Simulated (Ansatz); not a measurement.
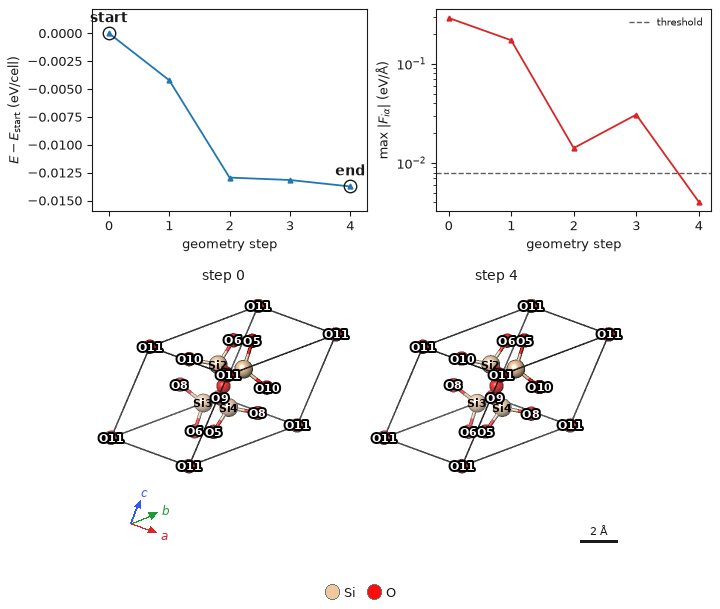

First and last geometry of a relaxation of a crystal of SiO₂ (set up in P-1), with the history of the run. A ball-and-stick model of the cell of the calculation, reduced to other axes, seen from a free direction. Lengths and directions refer to the drawn axes.

Case: strain along c alone, the other axes held, atoms relaxed: -2.0 %.

These are results of DFT PBE, scalar-relativistic, plane waves, PAW in Ansatz 0.2.0, not measurements. (plane-wave cutoff 420 eV; k-point mesh 6 × 6 × 6; occupations gaussian; smearing width 0.02 eV; no spin polarisation; atoms relaxed in a fixed cell; force threshold 0.008 eV/Å; at most 40 steps)

> Did the run converge, and what did it change?

It converged. After 4 geometry steps the energy has fallen by 13.7 meV per cell of the calculation. Largest force component: 0.29 eV/Å at the start, 0.0041 eV/Å at the end. The largest moves, 0.11 Å, are those of O atoms. By element the largest moves are O 0.11 Å, Si 0.05 Å. The cell stays as it was. Among the contacts that change: O–Si 1.612 → 1.622 Å, O–Si 1.592 → 1.601 Å. Among the angles between lasting bonds that change: Si–O–Si 148.1° → 144.0°. The space group stays P-1 (No. 2). The run took 2.5 min on 2 threads of Arm Neoverse V2, on a shared host, peak memory 1 GiB.
